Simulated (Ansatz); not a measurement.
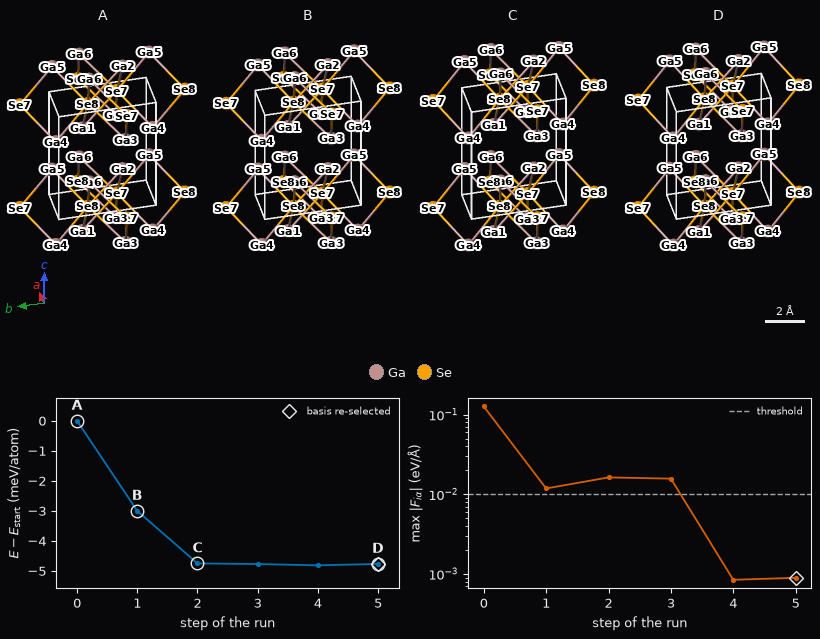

Frames of a relaxation of a crystal of Ga₃Se (a generated structure, set up in P-31m), marked on the history of the run. The picture is a ball-and-stick view of the cell of the calculation, seen from a free direction.

The calculation used DFT PBE, scalar-relativistic, plane waves, PAW in Ansatz.

Input file:
```yaml
crystal:
  lattice:
    - [6.1581793202, 0.0, 0.0]
    - [-3.0790896601, 5.3331397323, 0.0]
    - [0.0, 0.0, 5.4731203605]
  atoms:
    - { symbol: Ga, position: [0.6876103772, 0.6876103772, 0.6793451077] }
    - { symbol: Ga, position: [0.3123896228, 0.3123896228, 0.3206548923] }
    - { symbol: Ga, position: [0.0, 0.3123896228, 0.6793451077] }
    - { symbol: Ga, position: [0.3123896228, 0.0, 0.6793451077] }
    - { symbol: Ga, position: [0.6876103772, 0.0, 0.3206548923] }
    - { symbol: Ga, position: [0.0, 0.6876103772, 0.3206548923] }
    - { symbol: Se, position: [0.6666666667, 0.3333333333, 0.0] }
    - { symbol: Se, position: [0.3333333333, 0.6666666667, 0.0] }
basis:
  ecutwfc: 420
kpoints:
  mp_grid: { grid: [6, 6, 8] }
hamiltonian:
  xc: pbe
scf:
  occupations: { method: gaussian, width: 0.1 }
output:
  forces: true
  stress: true
  eigenvalues: true
relax:
  adjacent_minimum: "off"
  f_tol: 0.01
  max_steps: 80
  cell: { stress_tol: 0.05 }
```

Run as
```bash
ansatz run input.yaml --threads 1 --pin off --max-ram 2560MiB --backend cpu --events-out ev --progress --plain --runs-dir out
```

Question: Describe the path.

Answer: Over 4 accepted moves (5 points after the start) the energy falls by 4.8 meV per atom. Largest force component: 0.13 eV/Å at the start, 0.00089 eV/Å at the end. Pressure: 0.03 GPa at the start and −0.01 GPa at the end. The SCF was repeated once at an unchanged geometry on a basis and grid sized afresh for the cell, which shifted the energy by less than 0.05 meV per atom at most. The largest moves relative to the cell, 0.034 Å, are those of Ga1, Ga2, Ga3, Ga4, Ga5 and Ga6. Ga2 goes along [−1 −1 −2]. Se stays in place. Cell: a = b 6.158 → 6.004 Å (−2.5 %), c 5.473 → 5.720 Å (+4.5 %). Volume −0.6 %. Bond angles that change, for instance: Se7–Ga2–Se8 80.5° → 78.2°, Ga1–Se8–Ga2 99.5° → 101.8°, Ga1–Se8–Ga3 83.7° → 81.6°. The space group stays P-31m (No. 162). From step 0 to 1: Ga atoms move most (0.02 Å), volume −0.7 %, energy −3.0 meV per atom. From step 1 to 2: Ga atoms move most (0.02 Å), volume −0.5 %, energy −1.7 meV per atom. From step 2 to 5: volume +0.5 %, energy 0.0 meV per atom.
